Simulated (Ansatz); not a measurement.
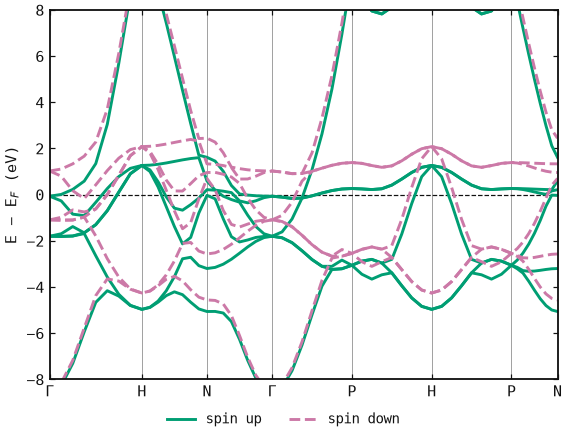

Band structure of Mn, space group Im-3m (No. 229), 1 atom in the cell. Level of theory: DFT, PBE, all-electron PAW with datasets made for the crystal, scalar-relativistic, spin-polarised, 20×20×20 k mesh, Fermi-Dirac smearing of 0.03 eV; code Ansatz 0.2.0. Energies are counted from the Fermi level. The path runs straight from each named point to the next.

A metal: 4 spin-up and 3 spin-down bands cross the Fermi level along this path. Bands cross the Fermi level on every line of the path. At H the nearest levels lie 4.26 eV below and 1.26 eV above the Fermi level.
